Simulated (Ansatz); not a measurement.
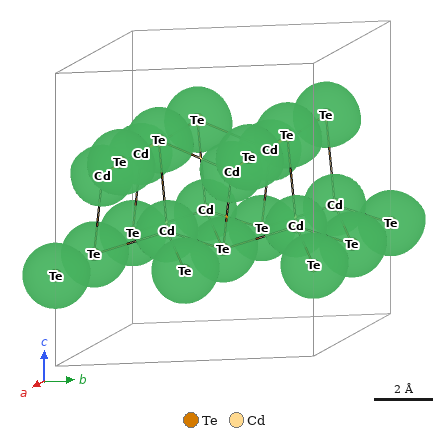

The picture shows: CdTe (slab). Isosurface of the valence pseudo-density at 0.4 e/Å³ (green), seen slightly off an axis. Sticks mark near contacts.

All numbers below come from DFT PBE+D3(BJ), scalar-relativistic, plane waves, PAW in Ansatz 0.2.0.

Core electrons are frozen (PAW), and the valence fields are smoothed inside the atomic spheres.

Which contacts does the surface bridge?

At this value the density breaks into separate islands; it holds about 85 % of the electrons treated as valence (semicore included). It bridges none of the near contacts. It is pinched off along the shortest Cd–Te (2.81 Å) and Cd–Te (3.23 Å) contacts. On the grid the lowest density along these lines, outside the cores, is 0.34 e/Å³ (Cd–Te, 2.81 Å) and 0.17 e/Å³ (Cd–Te, 3.23 Å).

Metal or insulator at this level of theory?

It is gapped, with a Kohn–Sham gap of 1.3 eV on the k-point mesh (the band edges may lie off the mesh, which would make the gap smaller).
